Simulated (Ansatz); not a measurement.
Input of the run:

```
crystal:
  lattice:
    - [3.1066653449, 0.0, 0.0]
    - [0.0, 4.9784048534, 0.0]
    - [0.0, 0.0, 23.277719256]
  atoms:
    - { symbol: Al, position: [0.0, 0.9983070978, 0.3651560493] }
    - { symbol: "N", position: [0.0, 0.6166929022, 0.3651560493] }
    - { symbol: Al, position: [0.5, 0.4983070978, 0.4036828923] }
    - { symbol: "N", position: [0.5, 0.1166929022, 0.4036828923] }
    - { symbol: Al, position: [0.5, 0.9983070978, 0.4807365785] }
    - { symbol: "N", position: [0.5, 0.6166929022, 0.4807365785] }
    - { symbol: Al, position: [0.0, 0.4983070978, 0.5192634215] }
    - { symbol: "N", position: [0.0, 0.1166929022, 0.5192634215] }
    - { symbol: Al, position: [0.0, 0.9983070978, 0.5963171077] }
    - { symbol: "N", position: [0.0, 0.6166929022, 0.5963171077] }
    - { symbol: Al, position: [0.5, 0.4983070978, 0.6348439507] }
    - { symbol: "N", position: [0.5, 0.1166929022, 0.6348439507] }
basis:
  ecutwfc: 500
kpoints:
  mp_grid: { grid: [9, 6, 1] }
hamiltonian:
  xc: r2scan
scf:
  occupations: { method: gaussian, width: 0.05 }
output:
  forces: true
  eigenvalues: true
  write_density: true
  write_potential: true
  elf: true
  volumetric_format: npy
relax:
  adjacent_minimum: "off"
  f_tol: 0.03
  max_steps: 70
  constraints: [{ sites: [0, 1, 2, 3, 4, 5] }]
efield:
  axis: 3
  dipole_correction: true
  ramp_width: 0.04
```

Launched with:
```bash
ansatz run input.yaml --threads 2 --pin off --max-ram 5120MiB --backend cpu --events-out ev --progress --plain --runs-dir out
```

What does the potential across the slab give for the band edges against vacuum?

From the vacuum level at the right face the ionisation potential is 5.42 eV and the electron affinity 3.58 eV; at the left face they are 5.08 and 3.24 eV. The slab's gap, their difference before rounding, is 1.84 eV. The vacuum levels differ by 0.35 eV, so the slab carries a dipole along its normal. Some atoms were held fixed in the relaxation, which can itself make the faces differ. The outermost atoms are 6.2 Å apart, which leaves 17.1 Å of vacuum in a cell 23.3 Å high.

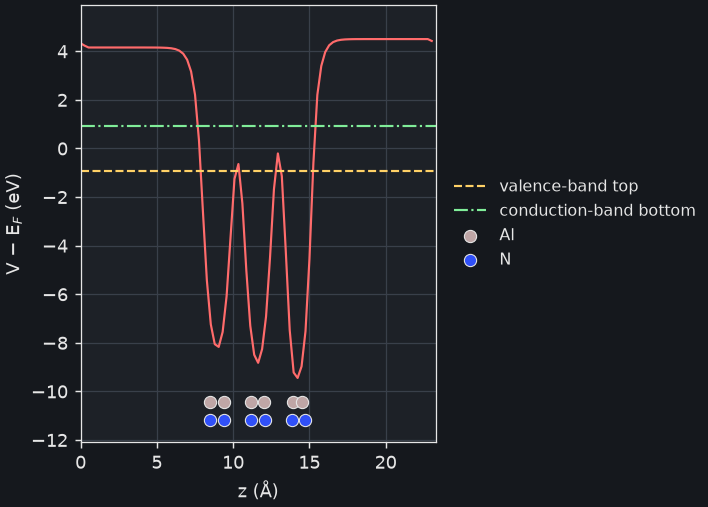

Plane-averaged electrostatic potential energy of an electron across the slab; circles at the bottom mark the heights of the atoms (positions after relaxation).
